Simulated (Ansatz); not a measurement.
System: Hg.

```cif
data_structure
_symmetry_space_group_name_H-M 'P 1'
_symmetry_Int_Tables_number 1
_cell_length_a 5.2174
_cell_length_b 5.2174
_cell_length_c 3.0748
_cell_angle_alpha 90.000
_cell_angle_beta 90.000
_cell_angle_gamma 120.000
_cell_volume 72.49
loop_
_atom_site_label
_atom_site_type_symbol
_atom_site_fract_x
_atom_site_fract_y
_atom_site_fract_z
_atom_site_occupancy
Hg1 Hg 0.33333 0.66667 0.50000 1
Hg2 Hg 0.00000 0.00000 0.00000 1
Hg3 Hg 0.66667 0.33333 0.50000 1
```

Space group P6/mmm; changed on purpose from its base cell (volume × 0.94, shape and atoms relaxed).

All numbers below come from DFT PBE+D3(BJ), scalar-relativistic, plane waves, PAW in Ansatz 0.2.0.

### Predict the valence pseudo-density and electron localisation function between the atoms.

Hg–Hg (3.01 Å): ρ at the midpoint is about 0.22 e/Å³; the ELF is about 0.20 at the midpoint: no localised pair shows between them.
Hg–Hg (3.07 Å): the density is about 0.2 e/Å³ at the midpoint; the ELF is about 0.20 at the midpoint; no shared electron pair shows on this line.

### Metal or insulator at this level of theory?

It is gapless in this calculation (a metal or semimetal).

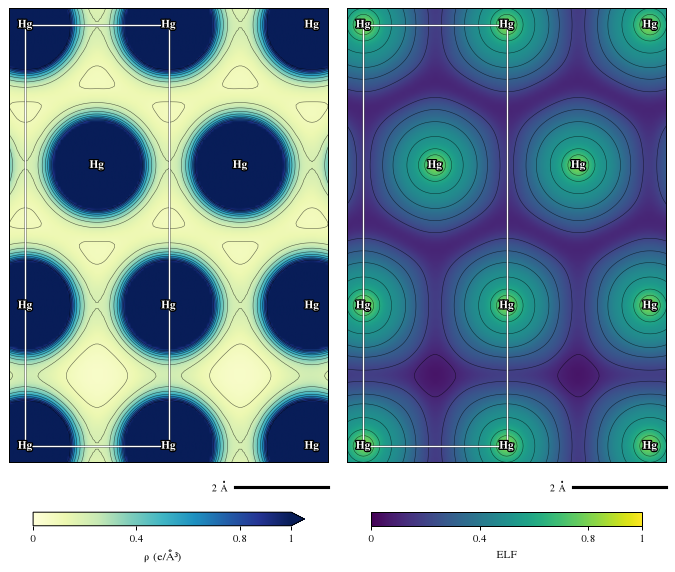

Computed valence pseudo-density and electron localisation function on the (110) plane of the conventional cell, in this order. 

Core electrons are frozen (PAW), and the valence fields are smoothed inside the atomic spheres.
